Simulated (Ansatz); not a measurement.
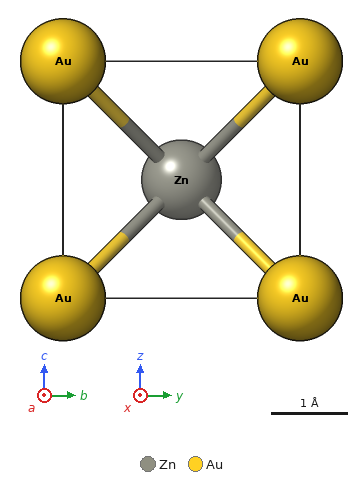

Energy scan for crystalline ZnAu (Pm-3m), in which the ratio of the cell's length along z to its lengths across, counted as 1 for the reference, is changed at fixed volume (a tetragonal or Bain path), with the atoms kept at their fractional coordinates. x, y and z are the Cartesian axes of the input. The picture shows the reference cell. A ball-and-stick model of the cell of the calculation, seen along the a axis.

Computed with DFT PBEsol, scalar-relativistic, plane waves, PAW in Ansatz 0.2.0. (plane-wave cutoff 420 eV; k-point mesh 16 × 16 × 16; occupations gaussian; smearing width 0.15 eV; no spin polarisation). Energies (free energies at the smearing named) are counted from the cell as listed in its source, which wasn't relaxed.

Input
```yaml
crystal:
  lattice:
    - [3.147, 0.0, 0.0]
    - [0.0, 3.147, 0.0]
    - [0.0, 0.0, 3.147]
  atoms:
    - { symbol: Zn, position: [0.5, 0.5, 0.5] }
    - { symbol: Au, position: [0.0, 0.0, 0.0] }
basis:
  ecutwfc: 420
kpoints:
  mp_grid: { grid: [16, 16, 16] }
hamiltonian:
  xc: pbesol
scf:
  occupations: { method: gaussian, width: 0.15 }
output:
  forces: true
  stress: true
  eigenvalues: true
```

### Predict the energy profile (the relative ratio: 0.650, 0.707, 0.780, 0.850, 0.920, 1.000, 1.100, 1.200, 1.300, 1.414).

```tsv
axial ratio over its reference value	energy change (meV/atom)
0.650	505
0.707	202
0.780	58
0.850	16
0.920	3
1.000	0
1.100	3
1.200	8
1.300	22
1.414	45
```

The lowest computed point lies at the relative ratio 1.00 (0 meV/atom). At the ends of the scan the energy is 505 meV/atom (0.65) and 45 meV/atom (1.414). The unrelaxed reference is under a pressure of −2.5 GPa. The distortion takes the space group from Pm-3m to P4/mmm. At the relative ratio 1.414 the cell of the drawing goes a 3.147 → 2.804 Å, b 3.147 → 2.804 Å, c 3.147 → 3.965 Å.
